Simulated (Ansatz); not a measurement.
## TiB in space group F-43m: the states at the Fermi level

```cif
data_structure
_symmetry_space_group_name_H-M 'P 1'
_symmetry_Int_Tables_number 1
_cell_length_a 2.9713
_cell_length_b 2.9713
_cell_length_c 2.9713
_cell_angle_alpha 60.000
_cell_angle_beta 60.000
_cell_angle_gamma 60.000
_cell_volume 18.55
loop_
_atom_site_label
_atom_site_type_symbol
_atom_site_fract_x
_atom_site_fract_y
_atom_site_fract_z
_atom_site_occupancy
Ti1 Ti 0.75000 0.75000 0.75000 1
B1 B 0.00000 0.00000 0.00000 1
```

Theory: DFT LDA, scalar-relativistic, plane waves, PAW; levels and slopes on a dense k mesh at the converged density (Ansatz). No spin polarisation. The levels come from a k mesh of 34×34×34 points. The geometry was not relaxed (residual pressure 105 GPa). Sheets, masses and frequencies are those of this strained cell.

## 1. The sheets

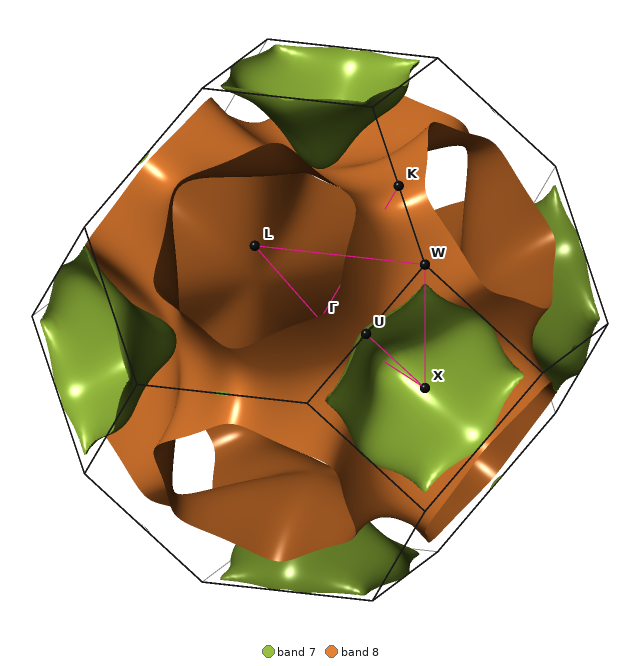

Computed Fermi surface of this crystal. Each colour is one band. The brighter face of a sheet looks towards empty states.

Q: What does each sheet look like, and where are the electron and hole pockets?

A: Two bands cross the Fermi level; this is a three-dimensional metal.

Band 7: three hole pockets centred at X (each 3.0 % of the zone).
Band 8: a multiply connected open sheet, with filled and empty regions both running through the repeated zones in all directions (the band is filled at Γ and L and empty at X).
A pocket cut by a face of the zone is counted once with the part on the opposite face.

Q: How large are the density of states and the plasma frequency?

A: The density of states at the Fermi level is 0.89 states/eV per primitive cell. The intraband plasma frequency is 7.1 eV in all directions.

## 2. Speeds

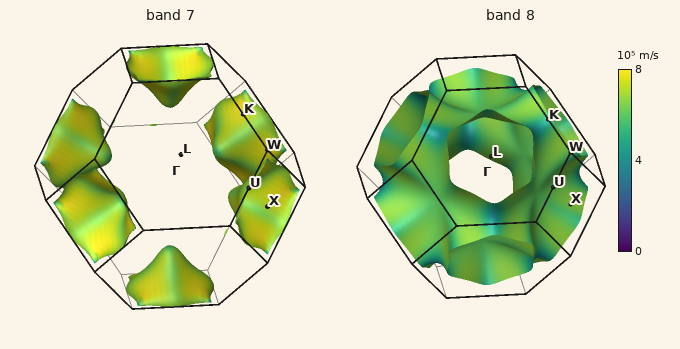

Fermi surface of this crystal, coloured by the Fermi speed.

Q: How fast are the electrons on each sheet?

A: Band 7: 6.4 to 7.8 × 10⁵ m/s over most of the sheet, 7.0 × 10⁵ m/s on average over states. Band 8: 4.6 to 6.7 × 10⁵ m/s over most of the sheet, 6.0 × 10⁵ m/s on average over states.

Q: Which of these bands adds most to the density of states at the Fermi level?

A: Band 8, with 0.61 of 0.89 states/eV per cell.

## 3. Cuts and bands

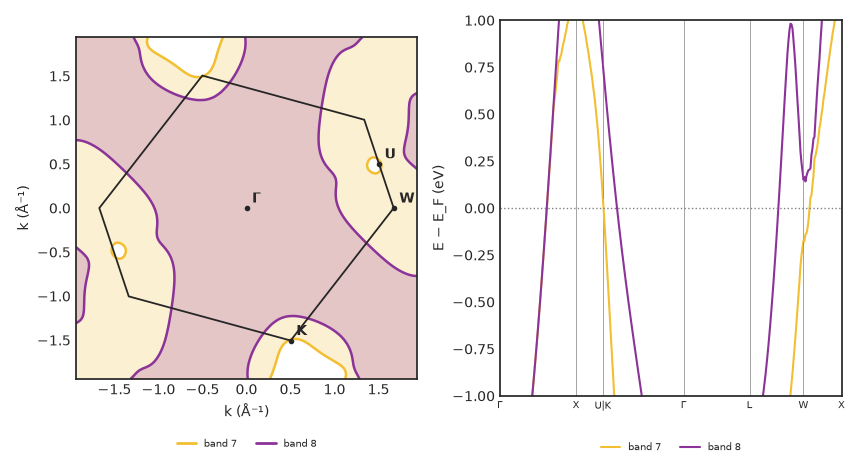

This crystal: cut through the Fermi surface in the plane through Γ, W and U, filled states shaded, and the bands that cross the Fermi level.

Q: For each band, read its level at the labelled points (eV from the Fermi level).

A:
| band | Γ | X | L |
| --- | --- | --- | --- |
| band 7 | below | above | below |
| band 8 | below | above | below |

Negative values are filled states; "above" and "below" lie outside the plotted window.

## 4. Nesting

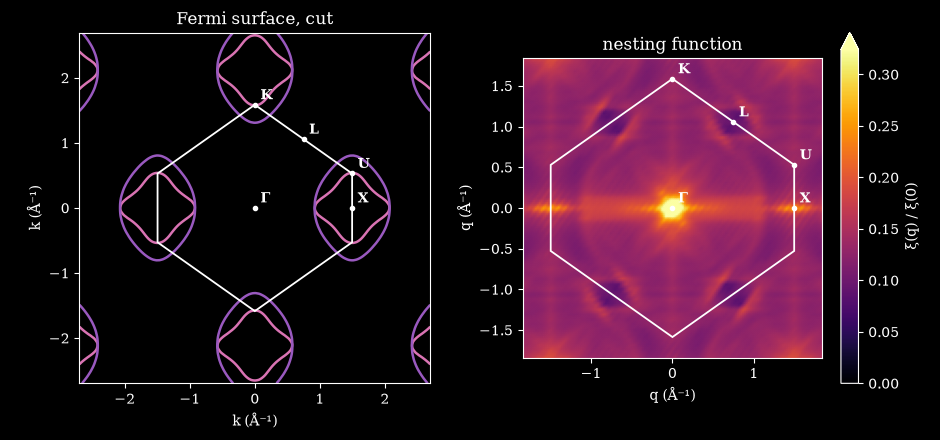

This crystal: a cut of the Fermi surface and the nesting function ξ(q) = Σ δ(ε_k) δ(ε_k+q) over all sheets (each δ a Gaussian as wide as the level changes between mesh points, at least 0.03 eV; heights depend on it), both in the plane through Γ, X and L.

Q: Where is the strongest nesting away from q = 0?

A: The highest maximum lies at X, at q = (0.00, −0.50, −0.50) in units of the primitive reciprocal vectors. It reaches 0.29 of the value at q = 0, against a mean of 0.13. A peak of ξ alone doesn't prove an instability there.

A magnetic state wasn't tried and may lie lower. Necks and pockets thinner than about two mesh steps aren't resolved, so separate pockets may in truth be joined.

Time for the whole run: 23 s on 1 thread of Arm Neoverse V2, with other jobs on the host, peak memory 0.39 GiB.
